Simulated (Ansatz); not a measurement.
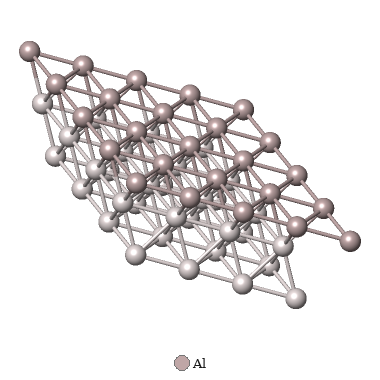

The system is O on an Al(111) slab cut from the Fm-3m phase, its upper half relaxed before the scan (12 atoms of substrate and one adsorbate in a 2 × 2 cell); the picture shows it without the atoms that are moved over the map. O is moved over the surface cell; relaxed at each place: the height of the adsorbate's atoms; substrate rigid; the origin of the map has the adsorbate above Al9. Places are given modulo a cell vector. The map is drawn in real space over the plane of the surface. The grid has 6 × 6 points; 10 points were computed and 26 follow by symmetry. Places are given in fractions of the 1 × 1 surface cell. All energies are given in eV relative to the lowest grid point. Theory: DFT LDA, scalar-relativistic, plane waves, PAW (Ansatz 0.2.0). Settings: cutoff 420 eV, k-mesh 6×6×1, gaussian smearing 0.1 eV, no spin polarisation.

Range: position of O13 along the first surface vector from 0.000 to 0.833; position of O13 along the second surface vector from 0.000 to 0.833.

**What landscape does the calculation give?**

The lowest grid point is at a threefold hollow over a third-layer Al atom, (4/6, 2/6) of the cell vectors. There is a further well near a threefold hollow over a second-layer Al atom, (2/6, 4/6) of the cell vectors (0.48 eV above the lowest at that grid point). The highest grid point, the top site over a surface Al atom, (0/6, 0/6) of the cell vectors, lies 3.22 eV above the lowest. On the interpolated surface the easiest way out of the lowest well to the well at a threefold hollow over a second-layer Al atom, (2/6, 4/6) of the cell vectors passes a barrier of about 0.93 eV. At the lowest point the adsorbate has 3 Al at 1.83 Å as nearest neighbours, at the highest 1 Al at 1.65 Å. Its relaxed height above the top atom is 0.83 Å at the lowest and 1.65 Å at the highest point.

```tsv
second ↓, first →	0/6	1/6	2/6	3/6	4/6	5/6
5/6	2.95	2.41	1.22	1.22	2.41	2.95
4/6	2.04	1.22	0.48	1.22	2.04	2.32
3/6	0.88	1.22	1.22	0.88	0.96	0.96
2/6	2.04	2.41	2.04	0.96	0.00	0.96
1/6	2.95	2.95	2.32	0.96	0.96	2.32
0/6	3.22	2.95	2.04	0.88	2.04	2.95
```

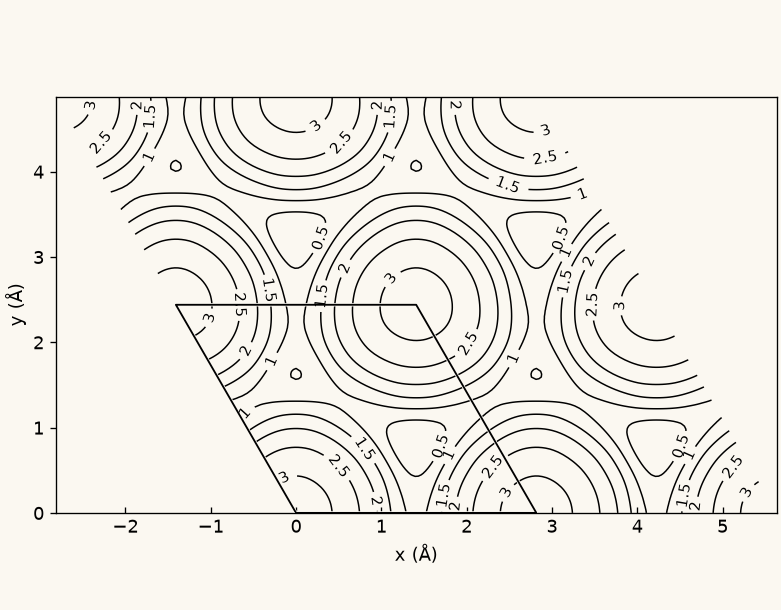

Drawn: contour lines labelled in eV, the outline of one cell of the 2 × 2 shown. Between grid points the surface is interpolated.

The whole map (10 points run) took 6.1 min on 4 threads of Arm Neoverse N1, with other jobs on the host.
